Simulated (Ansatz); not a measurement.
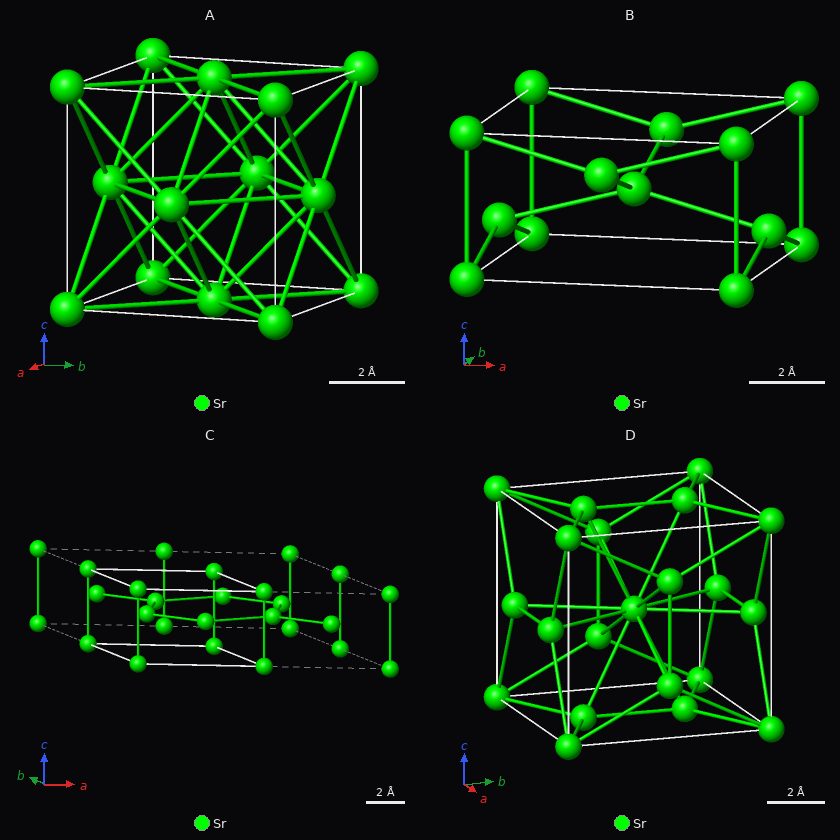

Four structures of Sr, each relaxed to rest (conventional cells in solid outline, small ones repeated, each panel with its own scale). Method: DFT PBE, scalar-relativistic, plane waves, PAW (Ansatz 0.2.0), without spin polarisation.

What are the structures shown?

A: face-centred cubic (Cu type), Fm-3m; B: β-tin type, I4_1/amd; C: ω phase (AlB₂-like), P6/mmm; D: β-tungsten (A15) type, Pm-3n.

Rank them by energy, lowest first.

A, then D (+32 meV/atom), C (+58 meV/atom) and B (+261 meV/atom), energies at zero smearing.

Collect the results in a table.

| panel | structure | E − E(lowest) (meV/atom) | volume (Å³/atom) | gap (eV) |
| --- | --- | --- | --- | --- |
| A | Fm-3m | 0 | 54.6 | metal |
| D | Pm-3n | 32 | 55.2 | metal |
| C | P6/mmm | 58 | 55.3 | metal |
| B | I4_1/amd | 261 | 55.6 | metal |

The same structures were relaxed again with PBEsol. Does the order change?

No, every level gives the same order.

| panel | PBE (meV/atom) | PBEsol (meV/atom) |
| --- | --- | --- |
| A | 0 | 0 |
| D | 32 | 32 |
| C | 58 | 58 |
| B | 261 | 259 |

Some of these may be structure types tried for this composition rather than known phases, and the most stable form need not be among them. Gaps are taken on the k-mesh or band path of each run.
